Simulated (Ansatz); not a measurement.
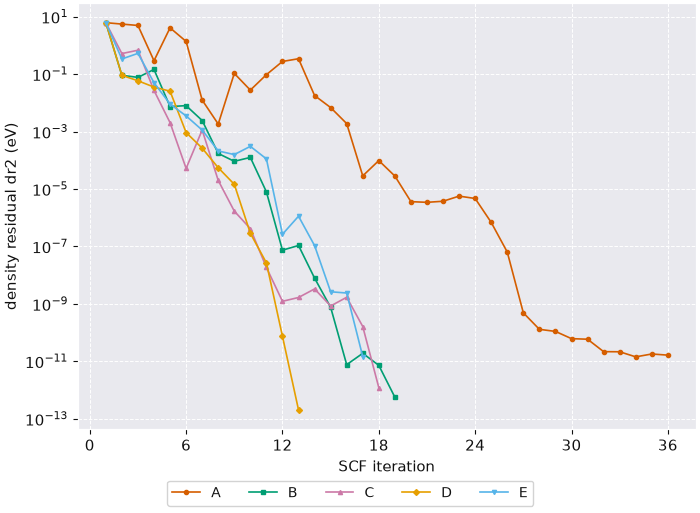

The same cell was run with different SCF settings; each curve is one run.
System: Cr (Im-3m, 1 atom in the cell).
Method: DFT, PBEsol, PAW, plane waves, scalar-relativistic in Ansatz 0.2.0; cutoff 420 eV, 15×15×15 k-mesh, Gaussian smearing of 0.1 eV, collinear spins.

A: Anderson, beta 0.02, history 12, no preconditioner
B: Broyden, beta 0.3, preconditioner resta (dropped by the program for a metal)
C: Broyden, beta 0.7, preconditioner kerker
D: default SCF settings
E: Broyden, beta 0.7, preconditioner kerker_dos

### How did each run end?

Run D converged in 13 iterations. Run E converged in 17 iterations. Run C converged in 18 iterations. Run B converged in 19 iterations. Run A converged in 36 iterations.

### Which is quickest by iteration count?

Run D (default SCF settings), with 13 against 17 for the next.

The converged runs agree in energy within 1 meV per atom.
